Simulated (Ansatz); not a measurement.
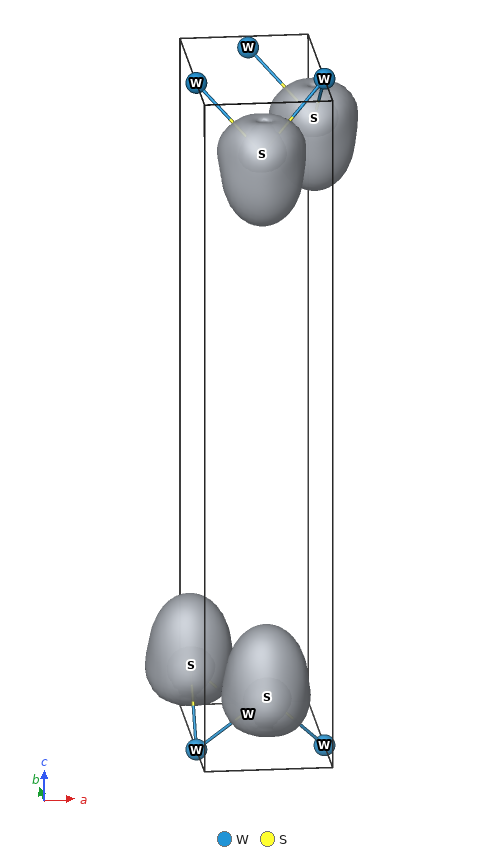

*WS$_{2}$. Isosurface of the ELF at 0.7 (grey), seen at an oblique angle. Core shells and regions of very low density are left out. Sticks mark near contacts.*

Space group C2; a structure from a database of computed crystals, not necessarily the ambient phase; changed on purpose from its base cell (mode 4 frozen in at -0.057 Å, equal normal strain along x, y and z -0.0167); not relaxed (largest force 1.3 eV/Å); computed pressure about 4 GPa in this cell.

All numbers below come from DFT PBEsol+D3(BJ), scalar-relativistic, plane waves, PAW (Ansatz 0.2.0).

In a PAW calculation such maps are meaningful between the atoms, not at the nuclei.

```
W S
1.0
     3.07154    0.00000    0.00000
     0.00000    5.32006    0.00000
     0.00000    0.00000   16.65344
W S
2 4
Cartesian
  0.0000 1.7733 0.0000
  1.5358 4.4334 0.0000
  1.4797 0.8867 15.1070
  3.0155 3.5467 15.1070
  1.5918 0.8867 1.5464
  0.0561 3.5467 1.5464
```

Identify the bonds, lone pairs and shells in this picture.

Answer. At this value the surface marks out four regions wrapped around S (the valence shell of each), counted in one cell of 6 atoms. Any copies at cell faces, edges or corners count once. Profiles from the grid: W–S (2.32 Å): the ELF peaks at about 0.85 in the valence shell of S, 0.8 Å from its nucleus, and is about 0.50 at the midpoint. W–S (2.39 Å): the ELF peaks at about 0.85 in the valence shell of S, 0.8 Å from its nucleus, and is about 0.45 at the midpoint.

Metal or insulator at this level of theory?

Answer. It is gapped, with a Kohn–Sham gap of 2.1 eV on the k-point mesh (the band edges may lie off the mesh, which would make the gap smaller).
